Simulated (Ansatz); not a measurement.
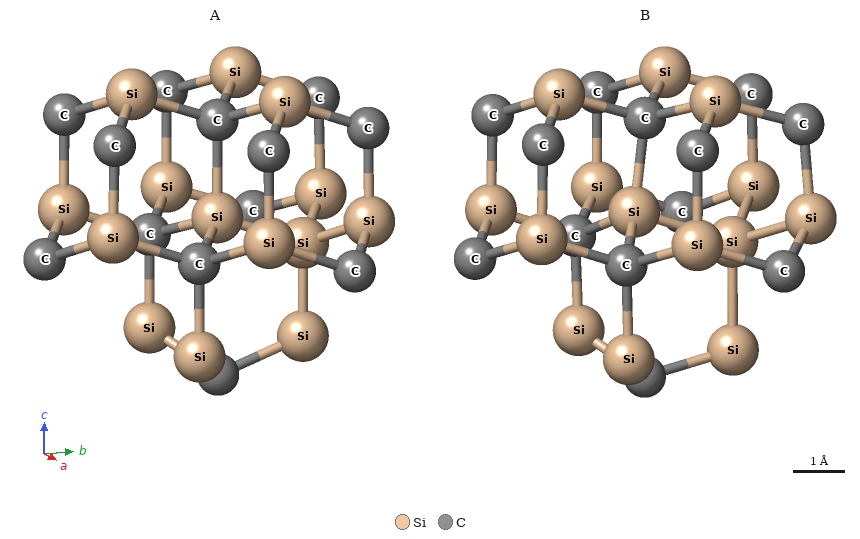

Two geometries of a defect cell of composition Si₄₉C₄₇ (cell charge −2), drawn at one scale. One is the start of a relaxation, the other its converged end. A ball-and-stick model of the atoms within 4.2 Å of the atom that moves most (axes of the cell of the calculation (origin shifted)), seen slightly off an axis.

These are results of Ansatz 0.2.0, DFT, PBEsol, PAW, plane waves, not measurements. (plane-wave cutoff 420 eV; k-point mesh 1 × 1 × 1; mesh shifted by (0.25, 0.25, 0.25); no spin polarisation; atoms relaxed in a fixed cell; force threshold 0.03 eV/Å; at most 80 steps)

### Which geometry has the lower energy?

Structure B is the relaxed one. A Si atom moves most: 0.31 Å along [0 −2 1]. Largest moves by element: Si 0.31 Å, C 0.14 Å. The cell doesn't change. Near-neighbour distances that change, for instance: Si–Si 3.064 → 3.554 Å, Si–Si 3.051 → 3.533 Å, Si–Si 3.052 → 3.507 Å, Si–Si 3.083 → 3.483 Å. Among the angles between lasting bonds that change: C–Si–C 107.6° → 116.1°, Si–C–Si 109.5° → 101.3°, Si–C–Si 110.3° → 102.1°. Over 5 geometry steps the energy falls by 6.815 eV per cell of the calculation. Largest force component: 11 eV/Å at the start, 0.016 eV/Å at the end.

Limits of the set-up: the cell is charged, on a uniform background, and energies carry no finite-size correction.
